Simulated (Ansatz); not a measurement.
# What a change does: single-point calculation on Co

System: Co (Fm-3m, 1 atom in the cell).
Method of run 1: DFT HSE06, scalar-relativistic, plane waves, PAW, spin-polarised (Ansatz 0.2.0).

The structure was built on a prototype by a generator; it need not be a known phase. Text and figures count atoms from 1; the logs count them from 0 in places.

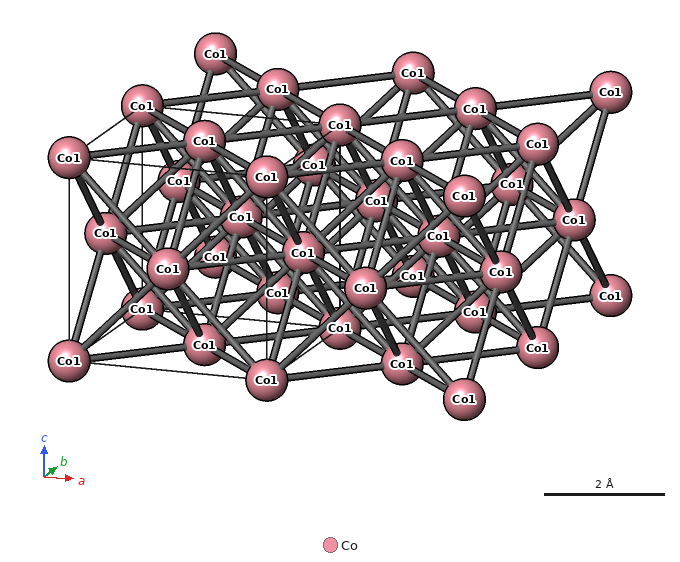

The structure (ball-and-stick view of the cell 4 times as large as that of the calculation, set on its symmetry axes, repeated 2 × 2 × 1, seen slightly off an axis; atoms are numbered from 1 in the order of the input).

## Input file, run 1
```yaml
crystal:
  lattice:
    - [0.0, 1.763693663, 1.763693663]
    - [1.763693663, 0.0, 1.763693663]
    - [1.763693663, 1.763693663, 0.0]
  atoms:
    - { symbol: Co, position: [0.0, 0.0, 0.0], spin: 1.5 }
basis:
  ecutwfc: 420
  ecutrho_ratio: 4
kpoints:
  mp_grid: { grid: [10, 10, 10] }
hamiltonian:
  xc: hse06
scf:
  occupations: { method: gaussian, width: 0.05 }
output:
  forces: true
  stress: true
  eigenvalues: true
  populations: true
magnetization:
  spin_polarized: true
```

Hardware: 4 threads of an x86-64 CPU, shared host.

## Output, shortened to warnings, some set-up lines, iterations and results (run 1)
```
Warning: output.stress: scf.convergence.dr2_threshold = 1e-7 eV (the SCF's general default) is looser than the 1e-10 eV advised for a printed stress (1e-10 eV for each atom of the cell: 1). What an SCF threshold leaves in a stress goes as its square root, and in the free energy as the threshold itself, and one threshold admits the most on a small cell: of the crystals measured, under no hybrid …
Warning: output.stress: scf.exx.energy_threshold = 1e-6 eV is looser than the 1e-8 eV advised for a stress under a hybrid functional (1e-8 eV for each atom of the cell: 1). Every SCF of the exchange loop can meet its threshold on dr2 while the loop round them stops early: no threshold on dr2 bounds what that leaves in the stress. Set scf.exx.energy_threshold to 1e-8 eV or tighter. The threshold …
Basis set: ecut = 420 eV, 181 PW (Γ), exchange–correlation on 36×36×36 points (8 copies of the dense FFT grid, shifted against one another)
Symmetry: 48 space group operations
k-points: 47 of 1000
Initial density: superposition of atomic densities (chi_scale 0.1, normalization cell)
[...]
SCF iter   1: F=—  HF=-5126.058973 eV  |F-HF|=—  |Δ(HF+E_count)|=         —  Δρ=7.48e-2 (↑3.14e-2 ↓7.48e-2)  dr2=1.12e-1  dr2_m=2.80e-1  M=1.573 μB ∫|m|=1.598 μB  β_m=1.00  …
SCF iter   2: F=—  HF=-5126.017110 eV  |F-HF|=—  |Δ(HF+E_count)|=   4.19e-2  Δρ=2.09e-2 (↑2.09e-2 ↓1.68e-2)  dr2=3.78e-3  dr2_m=3.42e-2  M=1.627 μB ∫|m|=1.709 μB  β_m=1.00  …
SCF iter   3: F=—  HF=-5126.043743 eV  |F-HF|=—  |Δ(HF+E_count)|=   2.66e-2  Δρ=8.20e-3 (↑3.93e-3 ↓8.20e-3)  dr2=2.41e-3  dr2_m=2.77e-3  M=1.639 μB ∫|m|=1.745 μB  β_m=1.00  …
SCF iter   4: F=—  HF=-5126.080761 eV  |F-HF|=—  |Δ(HF+E_count)|=   3.70e-2  Δρ=4.52e-3 (↑4.52e-3 ↓9.97e-4)  dr2=8.86e-4  dr2_m=7.06e-4  M=1.646 μB ∫|m|=1.764 μB  β_m=0.30  …
SCF iter   5: F=—  HF=-5126.109061 eV  |F-HF|=—  |Δ(HF+E_count)|=   2.83e-2  Δρ=5.39e-3 (↑5.39e-3 ↓4.32e-3)  dr2=9.16e-5  dr2_m=2.34e-3  M=1.662 μB ∫|m|=1.784 μB  β_m=0.62  …
[... 28 lines ...]
SCF 3 converged in 6 iterations: F = -5124.210386 eV  dr2 = 1.37e-9
SCF iter   1: F=—  HF=-5124.210391 eV  |F-HF|=—  |Δ(HF+E_count)|=         —  Δρ=2.42e-5 (↑2.42e-5 ↓1.38e-5)  dr2=3.62e-8  dr2_m=2.74e-8  M=1.830 μB ∫|m|=2.213 μB  β_m=0.30  …
SCF iter   2: F=—  HF=-5124.210391 eV  |F-HF|=—  |Δ(HF+E_count)|=   5.39e-8  Δρ=1.75e-5 (↑1.57e-5 ↓1.75e-5)  dr2=5.56e-9  dr2_m=2.32e-8  M=1.830 μB ∫|m|=2.213 μB  β_m=0.49  …
SCF iter   3: F=-5124.210391 eV  HF=-5124.210391 eV  |F-HF|=2.32e-9  |Δ(HF+E_count)|=   1.89e-8  Δρ=7.98e-6 (↑5.69e-6 ↓7.98e-6)  dr2=5.99e-10  dr2_m=3.91e-9  M=1.830 μB …
SCF 4 converged in 3 iterations: F = -5124.210391 eV  dr2 = 5.99e-10
  Residual-converged pass: ⟨swp⟩=2.7  Hψ=2262  notcnv=0  max |occ|·‖R‖ = 2.4e-6 eV (tolerance 2.4e-6 eV)  dr2=5.98e-10  dr2_m=3.93e-9  dr2_onsite=3.83e-9  max |Δocc| = 6.7e-12
hybrid outer 3: dexx = +9.458e-8 eV, tail = 1.72e-8 eV, Δε = 1.20e-3 eV (about 3.84e-4 eV left of the loop's levels), ΔF = 4.06e-30 eV/Å (tail 1.39e-30)
this state was not tested for a lower state beside it, because the functional holds exact exchange (a hybrid, or Hartree-Fock), whose exchange loop this test does not read (fock_operator); the stability check (scf.self_checks: high) cannot read this state: a pseudopotential is PAW: the check reads …
hybrid SCF converged: 3 outer / 20 inner (+14 warm-up), last move |dexx| = 9.46e-8 eV, tail = 1.72e-8 eV
Magnetization: 1.8297 μB (9.4148 up, 7.5852 down)
Absolute magnetization: 2.2157 μB (∫|ρ↑−ρ↓|, with the PAW one-centre terms)
Spin contamination: 0.1149 ħ² per cell (⟨S²⟩ above its minimum at these occupations)
Per-site moments (μB) at R_I (Å): [(1.9924834668131963, 1.0288737929605094)]
Free energy (F): -5124.210391 eV
Frozen-core exchange: fock
Harris-Foulkes:  -5124.210391 eV  (|F-HF|=2.32e-9)
Internal energy: -5124.209194 eV  (E = F + TS)
E sigma→0 (E₀):  -5124.209792 eV
Entropy (-TS):   -0.001197 eV (-1.197 meV/atom)
Fermi energy:    18.674046 eV
--- Per-component energies (eV) ---
  E_band       = -299.625275
  E_kinetic    = 453.789564
  E_local      = -2855.526413  (includes V_loc(G=0)·N_el)
  E_nonlocal   = 459.982711
  E_hartree    = 1198.934259
  E_xc         = -126.069435
  E_vxc        = -161.407326  (∫ρ·V_xc dr)
  E_exx        = -84.665664  (= α·E_x^exact, valence–valence)
  E_paw        = -1465.907992  (= ΣΔE_a)
  E_vpaw       = -425.000618  (= ΣTr[D̂ρ^β])
  E_aug_tail   = 0.000118  (compensation charges beyond the density's cutoff)
  E_ewald      = -2704.536034
  E_core_change = -0.210308  (= ΣΔE_core)
  E_smearing   = -0.001197  (= −TS)
  E_closure    = 0.000001  (closes the sum)
  Σ components = -5124.210391   (vs F -5124.210391, Δ=9.09e-13)
--- Forces (eV/Å), atoms counted from 1 ---
  atom   1  Co     0.00000000    -0.00000000    -0.00000000
  max |Σ_I F_I| component: 3.94e-30 eV/Å
--- Stress (GPa, compression-positive) ---
        4.014138       0.000000      -0.000000
        0.000000       4.014138      -0.000000
        0.000000      -0.000000       4.014138
  P = ⅓ Tr σ = 4.0141 GPa (40.141 kbar)
--- Löwdin populations: 1 site ---
  site symbol       q [e]    m [muB]
     0     Co     16.7437     1.9654
  spilling = 0.015078 (of n_electrons = 17.000000)
```

The input of run 2 differs as follows (lines with − go, lines with + come):
```diff
-    - { symbol: Co, position: [0.0, 0.0, 0.0], spin: 1.5 }
+    - { symbol: Co, position: [0.0, 0.0, 0.0], spin: 1.97 }
-  xc: hse06
+  xc: pbe
```

Predict how the results change.

The total energies belong to different methods, so their difference says nothing on which is more stable or more accurate. The net moment of the cell goes from 1.83 to 1.73 μB. The pressure goes from 4.01 to 0.01 GPa. The functional changes from HSE06 to PBE. The SCF takes 9 iterations against 34.

## Output, shortened to warnings, some set-up lines, iterations and results (run 2)
```
Basis set: ecut = 420 eV, 181 PW (Γ), exchange–correlation on 36×36×36 points (8 copies of the dense FFT grid, shifted against one another)
Symmetry: 48 space group operations
k-points: 47 of 1000
Initial density: superposition of atomic densities (chi_scale 0.1, normalization cell)
[...]
SCF iter   1: F=—  HF=-5125.895654 eV  |F-HF|=—  |Δ(HF+E_count)|=         —  Δρ=9.07e-2 (↑5.81e-2 ↓9.07e-2)  dr2=1.37e0  dr2_m=4.13e-2  M=1.746 μB ∫|m|=1.823 μB  β_m=0.30  …
SCF iter   2: F=—  HF=-5125.373730 eV  |F-HF|=—  |Δ(HF+E_count)|=   5.22e-1  Δρ=4.24e-2 (↑4.24e-2 ↓1.32e-2)  dr2=1.21e-1  dr2_m=3.64e-2  M=1.746 μB ∫|m|=1.835 μB  β_m=0.27  …
SCF iter   3: F=—  HF=-5125.625788 eV  |F-HF|=—  |Δ(HF+E_count)|=   2.52e-1  Δρ=2.16e-2 (↑2.16e-2 ↓1.12e-2)  dr2=1.06e-2  dr2_m=2.34e-2  M=1.746 μB ∫|m|=1.841 μB  β_m=0.63  …
SCF iter   4: F=—  HF=-5126.109783 eV  |F-HF|=—  |Δ(HF+E_count)|=   4.84e-1  Δρ=1.48e-2 (↑1.48e-2 ↓7.87e-3)  dr2=3.44e-2  dr2_m=1.61e-3  M=1.734 μB ∫|m|=1.862 μB  β_m=0.82  …
SCF iter   5: F=—  HF=-5126.142562 eV  |F-HF|=—  |Δ(HF+E_count)|=   3.28e-2  Δρ=2.03e-3 (↑2.03e-3 ↓7.62e-4)  dr2=4.42e-4  dr2_m=5.39e-5  M=1.732 μB ∫|m|=1.871 μB  β_m=0.74  …
SCF iter   6: F=—  HF=-5126.142428 eV  |F-HF|=—  |Δ(HF+E_count)|=   1.35e-4  Δρ=4.08e-4 (↑3.83e-4 ↓4.08e-4)  dr2=3.77e-5  dr2_m=2.49e-6  M=1.732 μB ∫|m|=1.871 μB  β_m=0.87  …
SCF iter   7: F=—  HF=-5126.142476 eV  |F-HF|=—  |Δ(HF+E_count)|=   4.84e-5  Δρ=5.14e-5 (↑3.23e-5 ↓5.14e-5)  dr2=4.33e-8  dr2_m=1.61e-7  M=1.733 μB ∫|m|=1.871 μB  β_m=0.85  …
SCF iter   8: F=—  HF=-5126.142477 eV  |F-HF|=—  |Δ(HF+E_count)|=   5.53e-7  Δρ=1.90e-5 (↑1.90e-5 ↓1.90e-5)  dr2=9.09e-8  dr2_m=3.08e-9  M=1.733 μB ∫|m|=1.871 μB  β_m=0.93  …
SCF iter   9: F=-5126.142477 eV  HF=-5126.142477 eV  |F-HF|=1.00e-10  |Δ(HF+E_count)|=   3.54e-8  Δρ=2.56e-6 (↑1.92e-6 ↓2.56e-6)  dr2=5.68e-10  dr2_m=1.31e-10  M=1.733 μB …
SCF 1 converged in 9 iterations: F = -5126.142477 eV  dr2 = 5.68e-10
SCF converged after 9 iterations
Magnetization: 1.7327 μB (9.3664 up, 7.6336 down)
Absolute magnetization: 1.8713 μB (∫|ρ↑−ρ↓|, with the PAW one-centre terms)
Spin contamination: 0.0259 ħ² per cell (⟨S²⟩ above its minimum at these occupations)
Per-site moments (μB) at R_I (Å): [(1.7966210746637994, 1.0288737929605094)]
Free energy (F): -5126.142477 eV
Harris-Foulkes:  -5126.142477 eV  (|F-HF|=1.00e-10)
Internal energy: -5126.140937 eV  (E = F + TS)
E sigma→0 (E₀):  -5126.141707 eV
Entropy (-TS):   -0.001540 eV (-1.540 meV/atom)
Fermi energy:    18.545663 eV
--- Per-component energies (eV) ---
  E_band       = -248.228796
  E_kinetic    = 453.181253
  E_local      = -2847.665467  (includes V_loc(G=0)·N_el)
  E_nonlocal   = 454.106493
  E_hartree    = 1192.753409
  E_xc         = -158.906272
  E_vxc        = -205.049642  (∫ρ·V_xc dr)
  E_paw        = -1515.074433  (= ΣΔE_a)
  E_vpaw       = -488.309918  (= ΣTr[D̂ρ^β])
  E_aug_tail   = 0.000115  (compensation charges beyond the density's cutoff)
  E_ewald      = -2704.536034
  E_smearing   = -0.001540  (= −TS)
  E_closure    = 0.000000  (closes the sum)
  Σ components = -5126.142477   (vs F -5126.142477, Δ=0.00e0)
--- Forces (eV/Å), atoms counted from 1 ---
  atom   1  Co    -0.00000000     0.00000000    -0.00000000
  max |Σ_I F_I| component: 1.07e-31 eV/Å
--- Stress (GPa, compression-positive) ---
        0.008771       0.000000       0.000000
        0.000000       0.008771       0.000000
        0.000000       0.000000       0.008771
  P = ⅓ Tr σ = 0.0088 GPa (0.088 kbar)
--- Löwdin populations: 1 site ---
  site symbol       q [e]    m [muB]
     0     Co     16.7727     1.7963
  spilling = 0.013373 (of n_electrons = 17.000000)
```

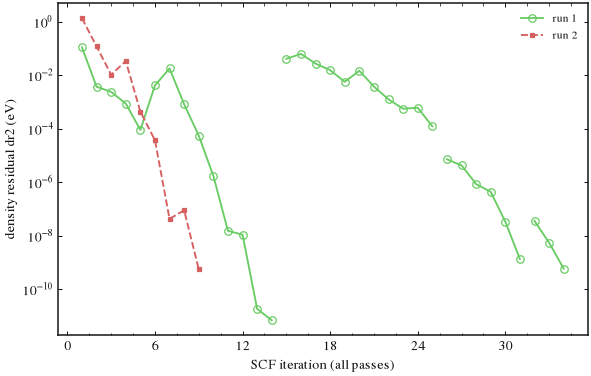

Convergence of the two runs: density residual dr2 against the SCF iteration. A break in a curve parts two SCF passes. Run 1 takes 34 iterations in all, and run 2 takes 9.

## The two runs side by side

| quantity | run 1 | run 2 |
| --- | --- | --- |
| outcome | converged | converged |
| free energy per atom (eV) | −5124.2104 | −5126.1425 |
| energy per atom, smearing taken to zero (eV) | −5124.2098 | −5126.1417 |
| gap on the mesh (eV) | 0.00 | 0.00 |
| net moment of the cell (μB) | 1.83 | 1.73 |
| absolute moment of the cell (μB) | 2.22 | 1.87 |
| pressure (GPa) | 4.01 | 0.01 |
| largest force (eV/Å) | 0.000 | 0.000 |
| SCF iterations | 34 | 9 |
| irreducible k-points | 47 | 47 |
| plane waves at Γ | 181 | 181 |
| wall time (shared host) | 18 s | 0.64 s |

For run 1: Warnings: the state was not tested for a lower one; the exchange loop's threshold is looser than advised for the stress; the SCF threshold is looser than advised for the printed stress.
